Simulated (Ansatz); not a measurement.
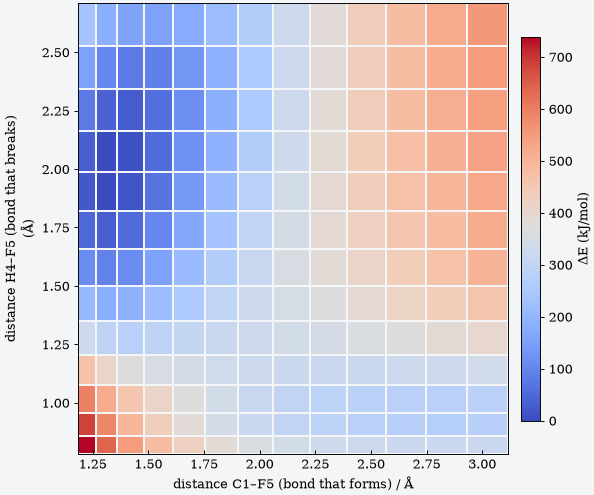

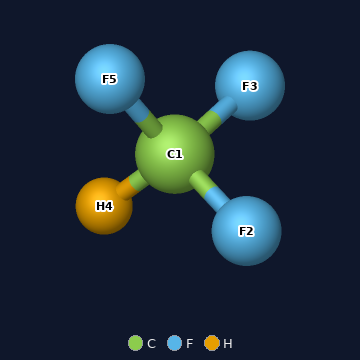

Energy landscape of the reacting system CHF₃ (fragments CF₂ + FH where the first distance is long, CHF₃ where the second is long). 
- Coordinates scanned: (1) distance C1–F5 (bond that forms); (2) distance H4–F5 (bond that breaks).
- Relaxed at each point: all other coordinates.
- The scan uses a 13 × 13 grid.
- Points are written as (first, second).
- Energies are in kJ/mol, from the lowest grid point.
- Energies and slopes of some neighbouring points disagree (a jump in structure or state, or too coarse a mesh). The reference is spin-restricted, so regions where a bond is pulled apart into radicals lie too high.
- All numbers below come from RKS PBE0-D4/def2-SVP in Ansatz 0.2.0.

The picture shows one coloured cell a grid point. The second picture is the structure at the lowest point.

Where are the lowest and the highest points?

The lowest grid point is at (1.305 Å, 1.903 Å). Other grid points that lie below all their neighbours: (2.838 Å, 0.900 Å) (274 kJ/mol higher). The highest grid point, (1.224 Å, 0.819 Å), lies 739 kJ/mol above the lowest.

Each point was launched as `ansatz run input.yaml --threads 1 --pin off --max-ram 2560MiB --backend cpu --events-out ev --progress --plain --runs-dir out`. The whole map (169 points run) took 14 min on 1 thread of Arm Neoverse V2, on a shared host.
